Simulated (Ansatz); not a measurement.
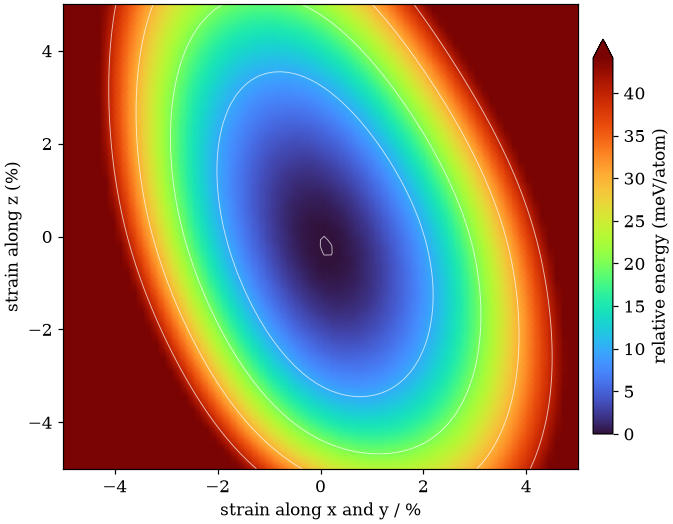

Energy landscape of Si (Fmmm, No. 69; 8 atoms in the cell). The cell is strained homogeneously, by one strain along x and y and another along z, with fractional coordinates fixed (x along [0 0 −1], z along [0 1 0] of the conventional cell). Coordinates scanned: (1) strain along x and y; (2) strain along z. The scan uses a 5 × 5 grid. Energies: meV/atom, counted from the lowest grid point. Computed with DFT LDA, scalar-relativistic, plane waves, PAW in Ansatz. Settings: cutoff 420 eV, k-mesh 10×10×8 in the order of the run's cell vectors, gaussian smearing 0.15 eV, no spin polarisation.

The picture shows a smooth colour map with a few white contour lines, one colour for all values above the top of the scale. Between grid points the surface is interpolated. 

Where are the wells?

Answer. The lowest grid point is at strain along x and y = 0.0 %, strain along z = 0.0 %. No other kind of well shows on this grid. The highest grid point, strain along x and y = −5.0 %, strain along z = −5.0 %, lies 143 meV/atom above the lowest. Round the minimum the valley is somewhat tilted: raising strain along x and y shifts the best value of strain along z downwards (coupling k₁₂/√(k₁₁k₂₂) about 0.4).
